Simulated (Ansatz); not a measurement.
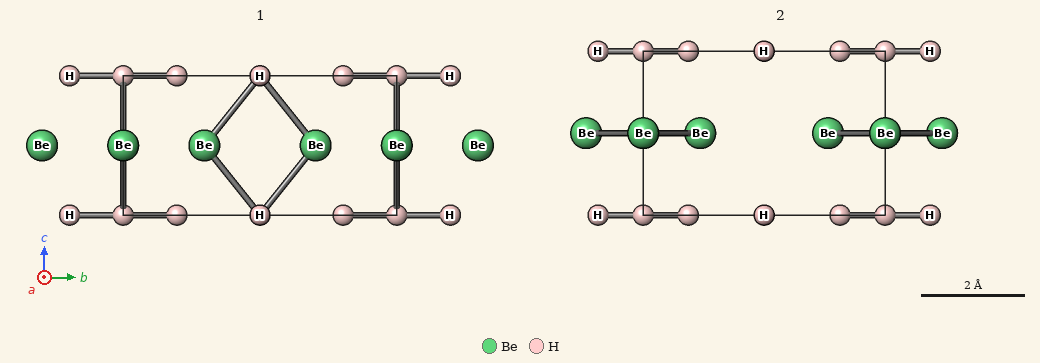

Two geometries of a crystal of Be2H3 (a generated structure, set up in P4/mmm) (coarse preliminary run), drawn at one scale. One is the start of a relaxation, the other its converged end. The picture is a ball-and-stick view of the cell of the calculation, seen along the a axis.

All numbers below come from DFT PBE, scalar-relativistic, plane waves, PAW in Ansatz. Set-up: plane-wave cutoff 420 eV; k-point mesh 4 × 4 × 6; occupations gaussian; smearing width 0.1 eV; no spin polarisation; cell and atoms relaxed; force threshold 0.04 eV/Å; at most 70 steps.

**Which of the two is the end point?**

Structure 1 is the relaxed one. After 7 accepted moves (8 points after the start) the energy has fallen by 673 meV per atom. Largest force component: 9.2 eV/Å at the start, 0.0091 eV/Å at the end. Pressure: 28.04 GPa at the start and 0.21 GPa at the end. At 1 point the geometry stayed and the basis and grid were re-selected for the new cell (energy shift of 2.6 meV per atom at most each time). The largest moves relative to the cell, 0.32 Å, are those of Be atoms. By element the largest moves are Be 0.32 Å, H 0.05 Å. The drawn cell changes as follows: a = b 4.718 → 5.335 Å (+13.1 %), c 3.196 → 2.717 Å (−15.0 %); the volume changes by +8.7 %. Some distances before and after: Be–Be 1.574 → 2.238 Å, Be–H 2.027 → 1.739 Å, H–H 0.880 → 1.047 Å. Bonds break: Be–Be (1.57 → 2.24 Å). The space group stays P4/mmm (No. 123).
